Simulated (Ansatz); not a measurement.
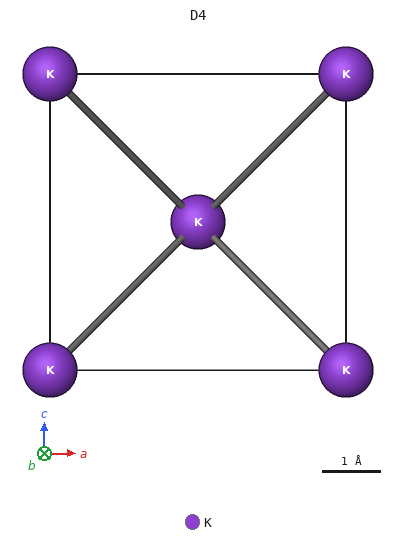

Solid K (set up in Im-3m), relaxed (cell and atoms) with several dispersion corrections. The picture shows the result with D4. Style: ball-and-stick. Shown: the conventional cell (2 times the calculation's cell), along the b axis. Lengths and directions refer to the drawn axes.

Computed with Ansatz 0.2.0: PBEsol, Ansatz PAW. (plane-wave cutoff 420 eV; k-point mesh 7 × 7 × 7; occupations fermi-dirac; smearing width 0.05 eV; no spin polarisation; cell and atoms relaxed; force threshold 0.01 eV/Å)

| dispersion correction | volume (Å³/atom) | a (Å) |
| --- | --- | --- |
| D4 | 69.993 | 5.192 |
| none | ? | ? |
| D3(BJ)-ATM | 65.583 | 5.081 |
| D3(BJ) | 65.283 | 5.073 |

Fill in the missing row.

Answer. With none the volume is the largest of the series, above D4 (69.993). The calculation gives 70.957 Å³/atom (a = 5.216 Å). In order of volume: D3(BJ) < D3(BJ)-ATM < D4 < none; the spread is 8.7 %.

Each member starts from this one structure; whether another phase lies lower wasn't checked.
